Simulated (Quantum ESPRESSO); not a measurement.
## ZnS: band-structure run (part 2 of 2)

The same run, continued: ZnS (P6₃mc, 8 atoms in the cell); Kohn-Sham DFT of a periodic cell, PBE, SSSP 1.3 efficiency PBE, no spin polarisation (Quantum ESPRESSO 7.5); cutoff 748.31 eV, 8×8×3 k-mesh, fermi-dirac of 0.05 eV. The structure derives from an entry of the Crystallography Open Database.

Geometry of the input (Å; fractional positions):
```
3.8227  0.0000  0.0000
-1.9114  3.3106  0.0000
0.0000  0.0000  12.5200
Zn 0.6667  0.3333  0.7500
Zn 0.3333  0.6667  0.2500
Zn 0.0000  0.0000  0.5000
Zn 0.0000  0.0000  0.0000
S  0.6667  0.3333  0.9375
S  0.3333  0.6667  0.4375
S  0.0000  0.0000  0.6875
S  0.0000  0.0000  0.1875
```

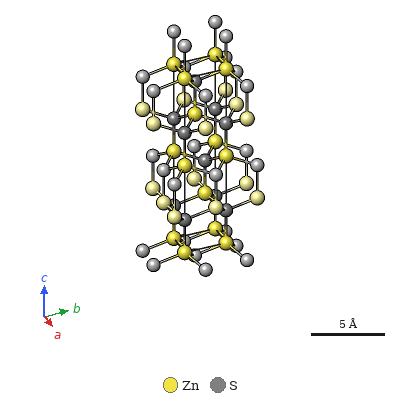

**Figure 1.** The structure (ball-and-stick view of the cell of the calculation, seen slightly off an axis; neighbours outside the cell are drawn fainter).

What the program printed, continued
```
  -118.1807-118.1807-118.1719-118.1719 -72.3505 -72.3505 -72.3505 -72.3505
   -72.3497 -72.3497 -72.3418 -72.3418 -72.3414 -72.3414 -72.3414 -72.3414
    -6.3245  -5.9279  -5.9161  -5.4485   0.3771   0.3937   0.4064   0.4075
     0.4123   0.4506   0.4649   0.4740   0.4760   0.4974   0.5146   0.8395
     0.8477   0.8520   0.8714   0.8716   0.8915   0.8948   0.9144   1.1061
     1.5803   3.8129   3.8298   5.0885   5.5888   5.5918   5.6357   5.8725
     6.0440   6.0558   6.5309   6.5736   9.6109  10.5723  10.7061  10.9705
    12.5171  12.6158  12.8621  13.2979  13.3489  13.6243  13.7386  13.7678
    14.1167  14.3840  14.5083

          k = 0.0000 0.1443 0.1018 (  7397 PWs)   bands (ev):

  -118.1807-118.1807-118.1719-118.1719 -72.3505 -72.3505 -72.3505 -72.3505
   -72.3497 -72.3497 -72.3418 -72.3418 -72.3414 -72.3414 -72.3414 -72.3414
    -6.2739  -6.1306  -5.6959  -5.5172   0.3707   0.3745   0.4146   0.4160
     0.4334   0.4353   0.4634   0.4840   0.4905   0.5080   0.5551   0.7519
     0.8459   0.8524   0.8615   0.8634   0.8994   0.9060   0.9100   0.9491
     2.0455   2.8687   4.7565   5.1721   5.2972   5.5775   5.6504   5.8145
     5.9978   6.3014   6.3468   6.4983   9.9191  10.4969  10.6246  10.7820
    12.4193  12.5544  13.1017  13.3932  13.4432  13.5744  13.6168  13.8016
    14.2289  14.4139  14.4725

          k = 0.0000 0.2887 0.0000 (  7367 PWs)   bands (ev):

  -118.1807-118.1807-118.1719-118.1719 -72.3506 -72.3506 -72.3505 -72.3505
   -72.3497 -72.3497 -72.3418 -72.3418 -72.3415 -72.3415 -72.3414 -72.3414
    -6.0457  -5.7073  -5.6957  -5.3145   0.3591   0.3880   0.4365   0.4523
     0.4529   0.5107   0.5114   0.5183   0.5335   0.5747   0.5918   0.8190
     0.8248   0.8521   0.8672   0.8833   0.8948   0.9056   0.9268   1.1533
     1.9280   3.2700   3.3632   3.9663   4.3553   4.9060   5.0947   5.0985
     5.6289   5.6370   6.1546   6.2581  10.3654  10.8526  11.0147  11.4940
    11.8079  12.1780  13.0898  13.4960  13.6812  13.9733  14.0431  14.7114
    14.8657  14.9645  15.2727

          k = 0.0000 0.2887 0.1018 (  7369 PWs)   bands (ev):

  -118.1807-118.1807-118.1719-118.1719 -72.3506 -72.3505 -72.3505 -72.3505
   -72.3497 -72.3497 -72.3418 -72.3418 -72.3415 -72.3415 -72.3414 -72.3414
    -6.0018  -5.8784  -5.5140  -5.3692   0.3607   0.3734   0.4593   0.4606
     0.4614   0.4860   0.5118   0.5167   0.5587   0.5829   0.6180   0.7471
     0.8360   0.8573   0.8609   0.8705   0.9077   0.9214   0.9350   1.0298
     2.2428   2.8032   3.6915   4.0683   4.1721   4.5569   5.1634   5.3560
     5.6004   5.9311   6.0311   6.1670  10.4157  10.7262  10.9876  11.2630
    12.0946  12.2863  13.1361  13.3806  13.8381  14.0341  14.1414  14.2510
    14.7510  15.0496  15.2852

          k = 0.0000 0.4330 0.0000 (  7357 PWs)   bands (ev):

  -118.1807-118.1807-118.1719-118.1719 -72.3506 -72.3506 -72.3505 -72.3505
   -72.3497 -72.3497 -72.3418 -72.3418 -72.3415 -72.3415 -72.3414 -72.3414
    -5.7009  -5.4642  -5.4541  -5.2076   0.3534   0.4222   0.4664   0.4851
     0.4866   0.5689   0.5873   0.5904   0.6483   0.6719   0.7004   0.8100
     0.8577   0.8810   0.9018   0.9034   0.9093   0.9412   0.9606   1.2221
     1.9900   2.3168   2.4369   3.1780   3.5228   4.6508   4.6625   5.0670
     5.2545   5.2624   5.7264   5.9524  10.1713  10.3464  10.6392  11.2243
    11.6034  12.2312  13.1765  13.1938  13.6733  14.3386  15.2439  15.3519
    15.3817  15.5843  16.3401

          k = 0.0000 0.4330 0.1018 (  7358 PWs)   bands (ev):

  -118.1807-118.1807-118.1719-118.1719 -72.3506 -72.3506 -72.3505 -72.3505
   -72.3497 -72.3497 -72.3418 -72.3418 -72.3415 -72.3415 -72.3414 -72.3414
    -5.6691  -5.5814  -5.3344  -5.2418   0.3679   0.4001   0.4769   0.4851
     0.4984   0.5309   0.6097   0.6261   0.6379   0.6598   0.7175   0.7710
     0.8660   0.8839   0.8840   0.8924   0.9212   0.9351   1.0291   1.1511
     2.0309   2.1729   2.6546   2.9995   3.7792   4.3126   4.7388   4.9522
     5.3133   5.5883   5.6314   5.8507  10.2385  10.5471  10.6910  11.0261
    11.5565  11.9623  13.0937  13.3629  13.8919  14.4973  14.6403  15.0808
    15.7247  16.1569  16.3313

          k = 0.0000-0.5774 0.0000 (  7346 PWs)   bands (ev):

  -118.1807-118.1807-118.1719-118.1719 -72.3506 -72.3506 -72.3505 -72.3505
   -72.3497 -72.3497 -72.3418 -72.3418 -72.3415 -72.3415 -72.3414 -72.3414
    -5.5097  -5.3571  -5.3490  -5.1938   0.3520   0.4487   0.4806   0.4970
     0.5030   0.5907   0.6069   0.6705   0.7045   0.7096   0.7290   0.8631
     0.9024   0.9132   0.9194   0.9488   1.0185   1.0348   1.0830   1.0845
     1.5729   1.8827   2.2613   2.4752   3.7943   4.3120   4.4944   5.1080
     5.1159   5.1339   5.5992   5.8296  10.0098  10.0681  10.4678  11.0498
    11.5749  12.2516  12.9278  13.1202  13.6086  14.7706  15.0200  15.4769
    15.4924  16.0312  16.9884

          k = 0.0000-0.5774 0.1018 (  7328 PWs)   bands (ev):

  -118.1807-118.1807-118.1719-118.1719 -72.3506 -72.3506 -72.3505 -72.3505
   -72.3497 -72.3497 -72.3418 -72.3418 -72.3415 -72.3415 -72.3414 -72.3414
    -5.4888  -5.4317  -5.2738  -5.2154   0.3729   0.4189   0.4900   0.4993
     0.5100   0.5463   0.6526   0.6818   0.6909   0.7042   0.7556   0.8240
     0.9037   0.9078   0.9291   0.9425   1.0320   1.0398   1.0682   1.0686
     1.6870   1.8772   2.1976   2.3464   4.0396   4.3436   4.5738   4.7951
     5.1030   5.3841   5.4529   5.7243  10.2797  10.3007  10.5737  10.8637
    11.4428  11.6209  13.0569  13.2553  13.8442  14.5044  14.9871  15.2784
    15.9120  16.6672  16.6936

          k = 0.1250 0.2165 0.0000 (  7391 PWs)   bands (ev):

  -118.1807-118.1807-118.1719-118.1719 -72.3505 -72.3505 -72.3505 -72.3505
   -72.3497 -72.3497 -72.3418 -72.3418 -72.3414 -72.3414 -72.3414 -72.3414
    -6.1326  -5.7742  -5.7625  -5.3525   0.3905   0.3915   0.4029   0.4339
     0.4601   0.4878   0.4982   0.5012   0.5104   0.5246   0.5820   0.8209
     0.8269   0.8488   0.8688   0.8776   0.8976   0.9005   0.9198   1.1386
     1.8333   3.5468   3.5852   4.2745   4.7289   4.9794   5.1632   5.3450
     5.5320   5.7564   6.1574   6.3178  10.4332  11.3034  11.3580  11.6112
    12.0586  12.2313  12.5450  12.9615  13.3532  13.8710  13.8728  14.0683
    14.6062  14.7051  15.5001

          k = 0.1250 0.2165 0.1018 (  7380 PWs)   bands (ev):

  -118.1807-118.1807-118.1719-118.1719 -72.3505 -72.3505 -72.3505 -72.3505
   -72.3497 -72.3497 -72.3418 -72.3418 -72.3414 -72.3414 -72.3414 -72.3414
    -6.0863  -5.9561  -5.5678  -5.4118   0.3748   0.3807   0.4325   0.4456
     0.4657   0.4696   0.4931   0.5061   0.5354   0.5407   0.6032   0.7432
     0.8333   0.8476   0.8658   0.8728   0.9024   0.9132   0.9282   1.0076
     2.2011   2.8767   4.1350   4.3636   4.5555   4.6531   5.2554   5.4572
     5.7282   5.8107   6.0991   6.2225  10.5435  10.9263  11.4084  11.5337
    12.1716  12.3614  12.5847  13.0387  13.5534  13.6929  13.9914  13.9992
    14.4951  14.8235  15.2821

          k = 0.1250 0.3608 0.0000 (  7361 PWs)   bands (ev):

  -118.1807-118.1807-118.1719-118.1719 -72.3506 -72.3506 -72.3505 -72.3505
   -72.3497 -72.3497 -72.3418 -72.3418 -72.3415 -72.3415 -72.3414 -72.3414
    -5.8155  -5.5392  -5.5283  -5.2324   0.3893   0.4305   0.4674   0.4813
     0.4867   0.5409   0.5514   0.5579   0.5782   0.6053   0.6710   0.8138
     0.8298   0.8577   0.8811   0.8944   0.9129   0.9287   0.9406   1.2095
     2.0818   2.7431   2.8615   3.5982   3.6096   4.5332   4.7338   5.0456
     5.0773   5.2230   5.6691   5.8960  10.8360  11.0089  11.4227  11.6476
    12.0446  12.2719  12.8563  13.2074  13.6238  13.9860  14.1974  14.5246
    14.5705  15.3547  15.8291

          k = 0.1250 0.3608 0.1018 (  7382 PWs)   bands (ev):

  -118.1807-118.1807-118.1719-118.1719 -72.3506 -72.3506 -72.3505 -72.3505
   -72.3497 -72.3497 -72.3418 -72.3418 -72.3415 -72.3415 -72.3414 -72.3414
    -5.7789  -5.6771  -5.3855  -5.2739   0.3977   0.4173   0.4650   0.4795
     0.5035   0.5241   0.5544   0.5684   0.6029   0.6175   0.6763   0.7541
     0.8360   0.8578   0.8814   0.8945   0.9121   0.9221   0.9941   1.1137
     2.2360   2.5125   3.1042   3.4272   3.8274   4.3375   4.6232   4.8094
     5.2112   5.4546   5.7050   5.9048  10.7639  11.0470  11.4031  11.6644
    11.9478  12.3333  12.8147  13.1396  13.7893  13.9175  14.3777  14.5450
    14.7784  15.1673  15.6317

          k = 0.1250 0.5052 0.0000 (  7344 PWs)   bands (ev):

  -118.1807-118.1807-118.1719-118.1719 -72.3506 -72.3506 -72.3505 -72.3505
   -72.3497 -72.3497 -72.3418 -72.3418 -72.3415 -72.3415 -72.3414 -72.3414
    -5.5210  -5.3585  -5.3505  -5.1901   0.3880   0.4681   0.4910   0.5130
     0.5194   0.5833   0.5939   0.6594   0.6910   0.7115   0.7403   0.8277
     0.8651   0.8736   0.8984   0.9319   0.9498   1.0422   1.0652   1.1986
     1.8081   2.0561   2.2342   2.7032   3.7253   4.1040   4.3135   4.7190
     4.9627   5.2590   5.3829   5.5289  10.4973  10.5611  11.1875  11.7450
    11.9185  12.4424  12.5731  12.9973  13.7879  13.9537  14.8590  15.2222
    15.7745  16.2271  16.5463

          k = 0.1250 0.5052 0.1018 (  7344 PWs)   bands (ev):

  -118.1807-118.1807-118.1719-118.1719 -72.3506 -72.3506 -72.3505 -72.3505
   -72.3497 -72.3497 -72.3418 -72.3418 -72.3415 -72.3415 -72.3414 -72.3414
    -5.4986  -5.4377  -5.2719  -5.2120   0.4062   0.4429   0.5018   0.5071
     0.5263   0.5557   0.6322   0.6652   0.6871   0.7003   0.7547   0.7959
     0.8719   0.8794   0.9061   0.9251   0.9570   0.9887   1.1282   1.1825
     1.8464   1.9898   2.3114   2.5570   3.9515   4.1797   4.3208   4.5864
     4.8802   5.1443   5.4133   5.5818  10.6718  10.9078  11.1735  11.4558
    11.6439  11.8961  12.9306  13.3032  13.6628  14.1760  14.8658  15.3497
    15.6178  15.9999  16.6051

          k = 0.2500 0.4330 0.0000 (  7355 PWs)   bands (ev):

  -118.1807-118.1807-118.1719-118.1719 -72.3506 -72.3506 -72.3506 -72.3506
   -72.3497 -72.3497 -72.3418 -72.3418 -72.3415 -72.3415 -72.3415 -72.3415
    -5.5317  -5.3606  -5.3518  -5.1865   0.4411   0.4715   0.4928   0.5420
     0.5441   0.5799   0.6237   0.6284   0.6615   0.6710   0.7347   0.8061
     0.8337   0.8596   0.8756   0.9193   0.9441   1.0309   1.0564   1.2675
     2.0903   2.2004   2.3627   2.8404   3.6829   3.7664   4.0561   4.5492
     4.8393   5.0119   5.2772   5.4310  10.9915  11.2961  11.8014  12.0576
    12.4478  12.4790  12.8311  13.5758  13.6695  13.8064  14.4668  14.5237
    14.8732  15.4813  16.0931

          k = 0.2500 0.4330 0.1018 (  7353 PWs)   bands (ev):

  -118.1807-118.1807-118.1719-118.1719 -72.3506 -72.3506 -72.3506 -72.3506
   -72.3497 -72.3497 -72.3418 -72.3418 -72.3415 -72.3415 -72.3415 -72.3415
    -5.5080  -5.4435  -5.2703  -5.2087   0.4521   0.4637   0.4917   0.5224
     0.5674   0.5829   0.6234   0.6298   0.6726   0.6788   0.7309   0.7664
     0.8468   0.8692   0.8826   0.9092   0.9495   0.9770   1.1366   1.2279
     2.0862   2.1316   2.4922   2.7130   3.8612   3.8661   4.1254   4.4591
     4.5489   4.8289   5.4879   5.5167  11.1937  11.3328  11.4249  11.8927
    12.6007  12.6034  12.8964  13.2008  13.8646  14.2153  14.5274  14.6090
    15.0609  15.2451  15.5887

          k = 0.2500 0.5774 0.0000 (  7344 PWs)   bands (ev):

  -118.1807-118.1807-118.1719-118.1719 -72.3506 -72.3506 -72.3506 -72.3506
   -72.3497 -72.3497 -72.3418 -72.3418 -72.3415 -72.3415 -72.3415 -72.3415
    -5.3555  -5.2833  -5.2788  -5.2172   0.4508   0.4695   0.5271   0.5368
     0.5724   0.5888   0.6241   0.6703   0.7457   0.7649   0.7863   0.8323
     0.8497   0.8633   0.8771   0.9091   1.0669   1.1052   1.1796   1.2022
     1.8903   2.0015   2.2739   2.4094   3.3741   3.4957   4.2285   4.2735
     4.5409   4.8922   5.1639   5.3583  10.9854  11.2962  11.9195  11.9209
    12.2720  12.4412  13.0533  13.4253  13.6929  14.4649  14.7939  15.3865
    15.8798  16.0836  16.4866

          k = 0.2500 0.5774 0.1018 (  7334 PWs)   bands (ev):

  -118.1807-118.1807-118.1719-118.1719 -72.3506 -72.3506 -72.3506 -72.3506
   -72.3497 -72.3497 -72.3418 -72.3418 -72.3415 -72.3415 -72.3415 -72.3415
    -5.3449  -5.3169  -5.2479  -5.2252   0.4532   0.4595   0.5349   0.5553
     0.5751   0.5840   0.6280   0.6560   0.7488   0.7576   0.7943   0.8169
     0.8539   0.8604   0.8833   0.8994   1.0881   1.1167   1.1652   1.1863
     1.9678   2.0227   2.2233   2.2877   3.4756   3.5748   4.1084   4.2755
     4.5562   4.9221   5.2392   5.2458  11.1188  11.1841  11.5405  11.9991
    12.5769  12.6454  13.0315  13.3900  14.0040  14.2597  14.5822  15.2463
    15.7141  15.8260  16.3783

     the Fermi energy is     7.7810 ev

!    total energy              =   -1943.08870066 Ry
     estimated scf accuracy    <          8.3E-10 Ry
     smearing contrib. (-TS)   =      -0.00000000 Ry
     internal energy E=F+TS    =   -1943.08870066 Ry

     The total energy is F=E-TS. E is the sum of the following terms:
     one-electron contribution =   -1821.68071506 Ry
     hartree contribution      =     938.26045313 Ry
     xc contribution           =    -202.79671343 Ry
     ewald contribution        =    -856.87172530 Ry

     convergence has been achieved in  10 iterations

     Forces acting on atoms (cartesian axes, Ry/au):

     atom    1 type  1   force =     0.00000000   -0.00000000    0.00031052
     atom    2 type  1   force =     0.00000000    0.00000000    0.00031052
     atom    3 type  1   force =     0.00000000    0.00000000    0.00086073
     atom    4 type  1   force =     0.00000000   -0.00000000    0.00086073
     atom    5 type  2   force =     0.00000000    0.00000000    0.00049920
     atom    6 type  2   force =     0.00000000    0.00000000    0.00049920
     atom    7 type  2   force =     0.00000000   -0.00000000   -0.00167045
     atom    8 type  2   force =     0.00000000    0.00000000   -0.00167045

     Total force =     0.002785     Total SCF correction =     0.000043

     Computing stress (Cartesian axis) and pressure

          total   stress  (Ry/bohr**3)                   (kbar)     P=       13.43
   0.00009454  -0.00000000  -0.00000000           13.91       -0.00       -0.00
  -0.00000000   0.00009454  -0.00000000           -0.00       13.91       -0.00
  -0.00000000  -0.00000000   0.00008475           -0.00       -0.00       12.47

=------------------------------------------------------------------------------=
   JOB DONE.
=------------------------------------------------------------------------------=
```

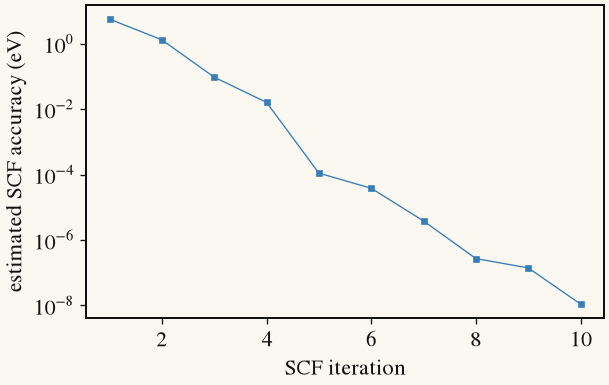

**Figure 2.** Convergence of the self-consistent field: estimated SCF accuracy against the iteration. The field takes 10 iterations in all.

Summary

- outcome: converged
- space group (tolerance 0.01 Å): P6₃mc (186)
- electrons treated: 104
- free energy: −26437.0686 eV
- Fermi energy of the self-consistent step: 7.781 eV
- gap on the k-point mesh: 2.12 eV
- gap on the band path: 2.12 eV
- pressure: 1.34 GPa
- largest force (length of the vector): 0.043 eV/Å
- hardware: 2 threads of Arm Neoverse V2, 24 GiB of memory available, shared host
- wall time: 6.9 min (CPU time 14 min)
- peak memory: 0.96 GiB
